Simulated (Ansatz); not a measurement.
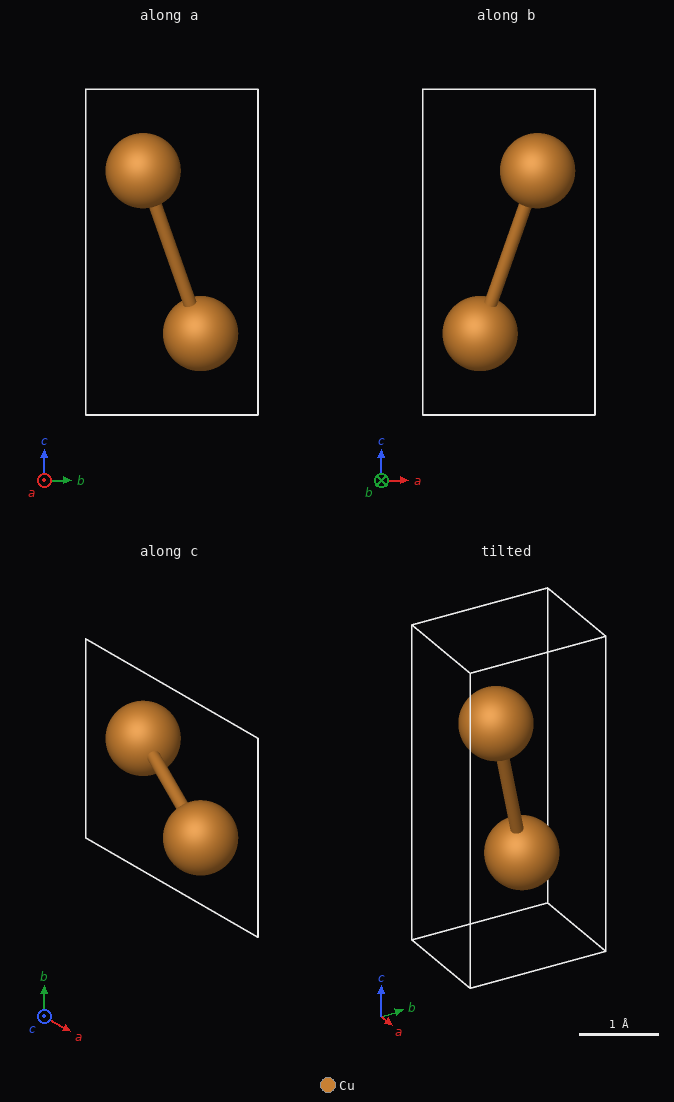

An orthographic ball-and-stick view of the structure, along the a axis, along the b axis, along the c axis and slightly off an axis. The wireframe shows the conventional unit cell.

Lattice parameters: a = 2.529 Å, b = 2.529 Å, c = 4.139 Å, α = 90.00°, β = 90.00°, γ = 120.00°.

Question: Express the structure as a table of Wyckoff sites.

Answer: Space group P6_3/mmc (No. 194).
```tsv
atom	site	x	y	z
Cu	2c	0.3333	0.6667	0.2500
```

The starting point was a structure type filled with this element by a generator (whether the element takes this form wasn't checked). Earlier steps of the study may have refined or changed the cell and positions. It was run through Ansatz as a DFT input.
